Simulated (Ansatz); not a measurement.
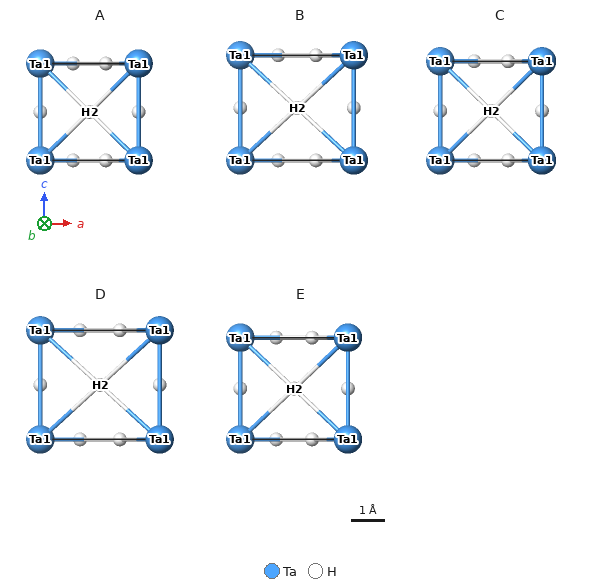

5 geometries from one relaxation of solid TaH$_{5}$ (a generated structure, set up in P6/mmm) (coarse preliminary run), in shuffled order. The picture is a ball-and-stick view of the cell of the calculation, seen along the b axis.

Level of theory: DFT PBE, scalar-relativistic, plane waves, PAW in Ansatz. Settings: plane-wave cutoff 420 eV; k-point mesh 6 × 6 × 6; occupations gaussian; smearing width 0.1 eV; no spin polarisation; cell and atoms relaxed; force threshold 0.04 eV/Å; at most 70 steps.

**Order the frames from highest to lowest energy.**

D, B, E, C, A. They are steps 0, 1, 2, 3, 6, at +583 meV per atom, +341 meV per atom, +146 meV per atom, +23.0 meV per atom relative to the last. No atom moves by more than 0.005 Å relative to the cell. Cell: a = b 4.191 → 3.452 Å (−17.6 %), c 3.318 → 2.948 Å (−11.1 %). Volume −39.7 %. Some distances before and after: H–Ta 2.420 → 1.993 Å, H–Ta 2.673 → 2.270 Å, Ta–Ta 3.318 → 2.948 Å. The space group stays P6/mmm (No. 191). Over 5 accepted moves (6 points after the start) the energy falls by 583 meV per atom. All forces vanish by symmetry, so only the cell relaxes. Pressure: −35.66 GPa at the start and −0.16 GPa at the end. At 1 point the geometry stayed and the basis and grid were re-selected for the new cell (energy shift of 1.5 meV per atom at most each time). The run took 4.8 s on 1 thread of Intel(R) Xeon(R) Platinum 8559C (Emerald Rapids), with other jobs on the host, peak memory 0.38 GiB.
